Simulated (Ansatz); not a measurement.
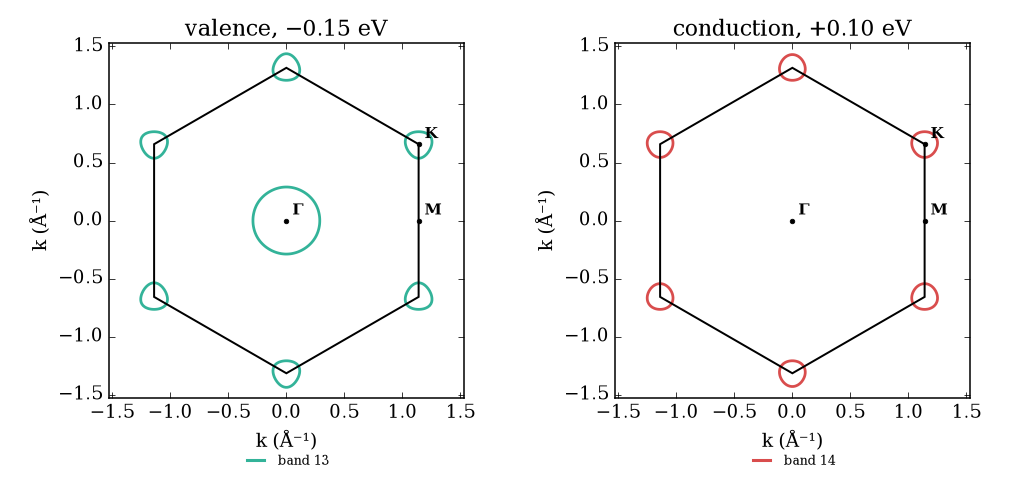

A single layer of MoS2 (space group of the slab cell P-6m2): constant-energy contours at both band edges (energies from each edge).

Computed with DFT PBE, scalar-relativistic, plane waves, PAW; levels and slopes on a dense k mesh at the converged density in Ansatz. No spin polarisation. The levels come from a k mesh of 72×72×1 points. Unrelaxed database geometry. The cell comes from a database of computed structures, not from a measurement.

Masses come from a second pass at points close to the extrema; at the energies drawn a band may no longer be parabolic.

What kind of gap has this crystal, and what size does the calculation give?

The gap is indirect, 1.59 eV at this level of theory (semilocal functionals give gaps that are too small, and can reorder valleys that lie close).

Give the valleys and their effective masses.

Valence band (extrema up to 0.15 eV from the edge): one maximum at Γ, mass 2.92 mₑ in all directions; two equivalent maxima at K, 0.07 eV below the edge, mass 0.55 mₑ in all directions. Band 13 forms the valence edge.
Conduction band (extrema up to 0.10 eV from the edge): two equivalent minima at K, mass 0.43 mₑ in all directions. Band 14 forms the conduction edge.

Spin-orbit coupling, left out here, can change the gap, its kind, the place of the band edges and the masses, since the compound holds Mo.
